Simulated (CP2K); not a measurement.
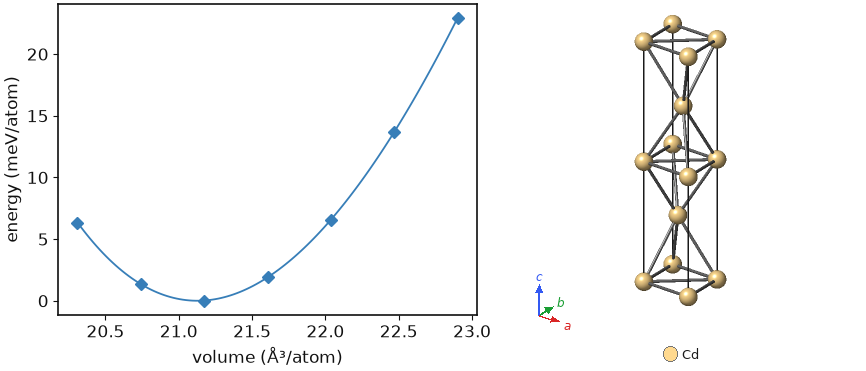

The plot gives the computed energy against volume for Cd, space group P6_3/mmc (No. 194). The conventional cell is drawn beside the plot.

Cell as given: a = 3.093 Å, b = 3.093 Å, c = 10.431 Å, α = 90.00°, β = 90.00°, γ = 120.00°; 4 atoms.

Computed with CP2K 2026.2: DFT in Gaussian orbitals with a plane-wave density, no spin polarisation; energies at scaled volumes of the given cell, shape and fractions fixed, counted from the fit's minimum, third-order Birch-Murnaghan fit. Level: PBEsol.

- k mesh: 10×10×3
- occupations: Fermi–Dirac
- smearing width: 0.05 eV
- potentials: GTH PBE with UZH TZVP basis
- density cutoff: 6123 eV
- program settings: ngrids 5, basis sets Cd TZVP-MOLOPT-PBE-GTH-q12, cutoff ry 450 Ry, rel cutoff ry 60 Ry

Question: Give the fitted equation-of-state parameters.

Answer: A third-order Birch–Murnaghan fit gives V0 = 21.13 Å³/atom, B0 = 58.9 GPa and B′ = 5.6.

Caveats: shape and atomic fractions are frozen while scaling, which makes layered, chain and framework solids too stiff.

The computed values:

```json
{"volume (Å³/atom)": "20.31", "energy (meV/atom)": "6.34"}
{"volume (Å³/atom)": "20.74", "energy (meV/atom)": "1.35"}
{"volume (Å³/atom)": "21.17", "energy (meV/atom)": "0.02"}
{"volume (Å³/atom)": "21.61", "energy (meV/atom)": "1.90"}
{"volume (Å³/atom)": "22.04", "energy (meV/atom)": "6.58"}
{"volume (Å³/atom)": "22.47", "energy (meV/atom)": "13.70"}
{"volume (Å³/atom)": "22.90", "energy (meV/atom)": "22.95"}
```
